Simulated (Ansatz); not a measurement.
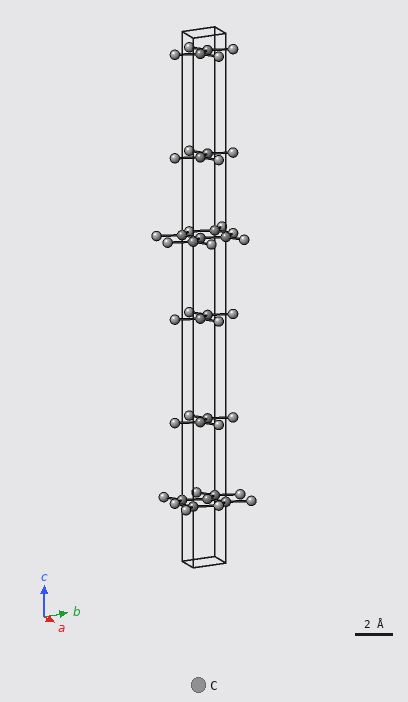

Fig. 1: The structure (ball-and-stick view of the cell of the calculation, seen slightly off an axis; neighbours outside the cell are drawn fainter). An atom can appear more than once, as a periodic image.

**What a change does: single-point calculation on C**

System: C (12 atoms in the cell).
Method of run 1: DFT PBE, scalar-relativistic, plane waves, PAW, no spin polarisation (Ansatz 0.2.0).

The structure derives from a Materials Project entry. Text and figures count atoms from 1; the logs count them from 0 in places.

### The input, run 1
```yaml
crystal:
  lattice:
    - [2.4665760662, 0.0, 0.0]
    - [-1.2332880331, 2.1361175337, 0.0]
    - [0.0, 0.0, 28.9944074141]
  atoms:
    - { symbol: C, position: [0.6666666667, 0.3333333333, 0.96330469] }
    - { symbol: C, position: [0.6666666667, 0.3333333333, 0.4633053611] }
    - { symbol: C, position: [0.6666666667, 0.3333333333, 0.7679576237] }
    - { symbol: C, position: [0.6666666667, 0.3333333333, 0.2679576625] }
    - { symbol: C, position: [0.0, 0.0, 0.6157376426] }
    - { symbol: C, position: [0.3333333333, 0.6666666667, 0.2679576237] }
    - { symbol: C, position: [0.0, 0.0, 0.1157376426] }
    - { symbol: C, position: [0.6666666667, 0.3333333333, 0.6157370101] }
    - { symbol: C, position: [0.3333333333, 0.6666666667, 0.7679576625] }
    - { symbol: C, position: [0.3333333333, 0.6666666667, 0.1157370101] }
    - { symbol: C, position: [0.3333333333, 0.6666666667, 0.46330469] }
    - { symbol: C, position: [0.3333333333, 0.6666666667, 0.9633053611] }
basis:
  ecutwfc: 420
kpoints:
  mp_grid: { grid: [18, 18, 2] }
hamiltonian:
  xc: pbe
scf:
  occupations: { method: gaussian, width: 0.1 }
output:
  forces: true
  stress: true
  eigenvalues: true
```

Launched with:
```bash
ansatz run input.yaml --threads 2 --pin off --max-ram 5120MiB --backend cpu --events-out ev --progress --plain --runs-dir out
```

Hardware: 2 threads of Intel Xeon @ 2.50GHz (Skylake/Cascade Lake), 192 GiB of memory available, shared host.

### Output, shortened to warnings, some set-up lines, iterations and results (run 1)
```
Basis set: ecut = 420 eV, 2887 PW (Γ), exchange–correlation on 36×36×400 points (8 copies of the dense FFT grid, shifted against one another)
Symmetry: 12 space group operations
k-points: 74 of 648
Initial density: superposition of atomic densities (neutral atoms: chi_scale 0, normalization atom), corrected by the library's trained network
[...]
SCF iter   1: F=—  HF=-3011.318506 eV  |F-HF|=—  |Δ(HF+E_count)|=         —  Δρ=3.66e-3  dr2=2.19e-2  ethr=1.77e-3  ⟨swp⟩=12.1  Hψ=16546  notcnv=0  defer=59
SCF iter   2: F=—  HF=-3011.317801 eV  |F-HF|=—  |Δ(HF+E_count)|=   7.04e-4  Δρ=1.19e-3  dr2=2.79e-3  ethr=4.56e-5  ⟨swp⟩=2.0  Hψ=5453  notcnv=0  defer=292
SCF iter   3: F=—  HF=-3011.316505 eV  |F-HF|=—  |Δ(HF+E_count)|=   1.30e-3  Δρ=1.51e-4  dr2=1.72e-5  ethr=5.81e-6  ⟨swp⟩=2.1  Hψ=4094  notcnv=0  defer=292
SCF iter   4: F=—  HF=-3011.316479 eV  |F-HF|=—  |Δ(HF+E_count)|=   2.53e-5  Δρ=6.36e-5  dr2=7.19e-6  ethr=3.59e-8  ⟨swp⟩=2.1  Hψ=4062  notcnv=0  defer=290
SCF iter   5: F=—  HF=-3011.316478 eV  |F-HF|=—  |Δ(HF+E_count)|=   1.69e-6  Δρ=1.28e-5  dr2=2.11e-7  ethr=1.50e-8  ⟨swp⟩=2.0  Hψ=4025  notcnv=0  defer=287
SCF iter   6: F=-3011.316478 eV  HF=-3011.316478 eV  |F-HF|=7.90e-9  |Δ(HF+E_count)|=   3.54e-9  Δρ=2.16e-6  dr2=1.21e-8  ethr=2.08e-10  ⟨swp⟩=33.0  Hψ=20947  notcnv=0
SCF 1 converged in 6 iterations: F = -3011.316478 eV  dr2 = 1.21e-8
SCF converged after 6 iterations
Free energy (F): -3011.316478 eV
Harris-Foulkes:  -3011.316478 eV  (|F-HF|=7.90e-9)
Internal energy: -3011.312850 eV  (E = F + TS)
E sigma→0 (E₀):  -3011.314664 eV
Entropy (-TS):   -0.003627 eV (-0.302 meV/atom)
Fermi energy:    3.561884 eV
--- Per-component energies (eV) ---
  E_band       = -268.067036
  E_kinetic    = 1089.565136
  E_local      = -3604.280039  (includes V_loc(G=0)·N_el)
  E_nonlocal   = 327.401675
  E_hartree    = 1356.601485
  E_xc         = -575.490811
  E_vxc        = -712.399760  (∫ρ·V_xc dr)
  E_paw        = -1192.059559  (= ΣΔE_a)
  E_vpaw       = -81.559571  (= ΣTr[D̂ρ^β])
  E_aug_tail   = 0.000081  (compensation charges beyond the density's cutoff)
  E_ewald      = -413.050819
  E_smearing   = -0.003627  (= −TS)
  E_closure    = 0.000000  (closes the sum)
  Σ components = -3011.316478   (vs F -3011.316478, Δ=0.00e0)
--- Forces (eV/Å), atoms counted from 1 ---
  atom   1  C      0.00000000     0.00000000    -0.00040474
  atom   2  C      0.00000000     0.00000000    -0.00002091
  atom   3  C      0.00000000     0.00000000    -0.00030889
  atom   4  C      0.00000000     0.00000000     0.00071600
  atom   5  C     -0.00000000     0.00000000    -0.00037770
  atom   6  C      0.00000000    -0.00000000    -0.00030889
  atom   7  C     -0.00000000    -0.00000000    -0.00037770
  atom   8  C     -0.00000000    -0.00000000     0.00025207
  atom   9  C      0.00000000    -0.00000000     0.00071600
  atom  10  C      0.00000000     0.00000000     0.00025207
  atom  11  C      0.00000000    -0.00000000    -0.00040474
  atom  12  C      0.00000000    -0.00000000    -0.00002091
  max |Σ_I F_I| component: 2.88e-4 eV/Å
--- Stress (GPa, compression-positive) ---
       -0.014966       0.000000       0.000000
       -0.000000      -0.014966       0.000000
        0.000000       0.000000      -0.026933
  P = ⅓ Tr σ = -0.0190 GPa (-0.190 kbar)
```

The input of run 2 differs as follows (lines with − go, lines with + come):
```diff
-    - [-1.2332880331, 2.1361175337, 0.0]
+    - [-1.2332880331, 2.1361175336, 0.0]
-  mp_grid: { grid: [18, 18, 2] }
+  mp_grid: { grid: [22, 22, 2] }
```

Predict how the results change.

The free energy of run 2 is 0.9 meV per atom lower, which measures how much it depends on this numerical setting. A gap of 0.80 eV opens on the mesh, where run 1 has none. Between meshes this is a matter of sampling: the true gap is no larger than the smaller value. The SCF takes 7 iterations against 6. The irreducible k-points go from 74 to 104.

### Output, shortened to warnings, some set-up lines, iterations and results (run 2)
```
Basis set: ecut = 420 eV, 2887 PW (Γ), exchange–correlation on 36×36×400 points (8 copies of the dense FFT grid, shifted against one another)
Symmetry: 12 space group operations
k-points: 104 of 968
Initial density: superposition of atomic densities (neutral atoms: chi_scale 0, normalization atom), corrected by the library's trained network
[...]
SCF iter   1: F=—  HF=-3011.329590 eV  |F-HF|=—  |Δ(HF+E_count)|=         —  Δρ=3.67e-3  dr2=2.22e-2  ethr=1.77e-3  ⟨swp⟩=12.3  Hψ=23166  notcnv=0  defer=61
SCF iter   2: F=—  HF=-3011.327754 eV  |F-HF|=—  |Δ(HF+E_count)|=   1.84e-3  Δρ=1.99e-3  dr2=6.83e-3  ethr=4.62e-5  ⟨swp⟩=1.9  Hψ=6232  notcnv=0  defer=250
SCF iter   3: F=—  HF=-3011.327490 eV  |F-HF|=—  |Δ(HF+E_count)|=   2.64e-4  Δρ=3.36e-4  dr2=2.04e-4  ethr=1.42e-5  ⟨swp⟩=2.0  Hψ=5837  notcnv=0  defer=192
SCF iter   4: F=—  HF=-3011.327496 eV  |F-HF|=—  |Δ(HF+E_count)|=   5.97e-6  Δρ=1.43e-4  dr2=2.17e-5  ethr=4.25e-7  ⟨swp⟩=2.8  Hψ=5852  notcnv=0  defer=192
SCF iter   5: F=—  HF=-3011.327449 eV  |F-HF|=—  |Δ(HF+E_count)|=   4.67e-5  Δρ=4.03e-5  dr2=2.05e-6  ethr=4.53e-8  ⟨swp⟩=2.0  Hψ=5644  notcnv=0  defer=200
SCF iter   6: F=—  HF=-3011.327449 eV  |F-HF|=—  |Δ(HF+E_count)|=   3.61e-7  Δρ=1.90e-5  dr2=5.20e-7  ethr=4.28e-9  ⟨swp⟩=2.0  Hψ=5632  notcnv=0  defer=205
SCF iter   7: F=-3011.327449 eV  HF=-3011.327449 eV  |F-HF|=8.24e-8  |Δ(HF+E_count)|=   1.74e-7  Δρ=7.94e-6  dr2=9.16e-8  ethr=2.08e-10  ⟨swp⟩=29.7  Hψ=27553  notcnv=0
SCF 1 converged in 7 iterations: F = -3011.327449 eV  dr2 = 9.16e-8
SCF converged after 7 iterations
Free energy (F): -3011.327449 eV
Harris-Foulkes:  -3011.327449 eV  (|F-HF|=8.24e-8)
Internal energy: -3011.327449 eV  (E = F + TS)
E sigma→0 (E₀):  -3011.327449 eV
Fermi energy:    3.565519 eV
--- Per-component energies (eV) ---
  E_band       = -268.082986
  E_kinetic    = 1089.550352
  E_local      = -3604.280117  (includes V_loc(G=0)·N_el)
  E_nonlocal   = 327.399311
  E_hartree    = 1356.604380
  E_xc         = -575.491816
  E_vxc        = -712.401128  (∫ρ·V_xc dr)
  E_paw        = -1192.058821  (= ΣΔE_a)
  E_vpaw       = -81.558733  (= ΣTr[D̂ρ^β])
  E_aug_tail   = 0.000081  (compensation charges beyond the density's cutoff)
  E_ewald      = -413.050819
  E_smearing   = -0.000000  (= −TS)
  E_closure    = -0.000000  (closes the sum)
  Σ components = -3011.327449   (vs F -3011.327449, Δ=0.00e0)
--- Forces (eV/Å), atoms counted from 1 ---
  atom   1  C      0.00000000     0.00000000    -0.00034784
  atom   2  C     -0.00000000     0.00000000    -0.00054702
  atom   3  C     -0.00000000     0.00000000     0.00023045
  atom   4  C     -0.00000000     0.00000000     0.00066073
  atom   5  C      0.00000000     0.00000000    -0.00032192
  atom   6  C     -0.00000000    -0.00000000     0.00023045
  atom   7  C      0.00000000    -0.00000000    -0.00032192
  atom   8  C      0.00000000    -0.00000000     0.00029490
  atom   9  C      0.00000000    -0.00000000     0.00066073
  atom  10  C      0.00000000     0.00000000     0.00029490
  atom  11  C      0.00000000    -0.00000000    -0.00034784
  atom  12  C      0.00000000    -0.00000000    -0.00054702
  max |Σ_I F_I| component: 6.14e-5 eV/Å
--- Stress (GPa, compression-positive) ---
       -0.037370       0.000000       0.000000
        0.000000      -0.037370      -0.000000
        0.000000       0.000000      -0.018038
  P = ⅓ Tr σ = -0.0309 GPa (-0.309 kbar)
```

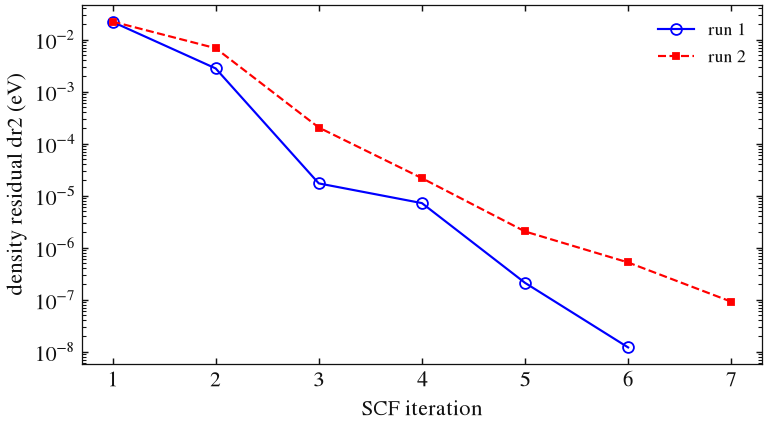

Fig. 2: Convergence of the two runs: density residual dr2 against the SCF iteration. Run 1 takes 6 iterations in all, and run 2 takes 7.

### The two runs side by side

```csv
quantity,run 1,run 2
outcome,converged,converged
free energy per atom (eV),−250.9430,−250.9440
gap on the mesh (eV),0.00,0.80
pressure (GPa),−0.02,−0.03
largest force (eV/Å),0.001,0.001
SCF iterations,6,7
irreducible k-points,74,104
plane waves at Γ,2887,2887
wall time (shared host),35 s,47 s
```
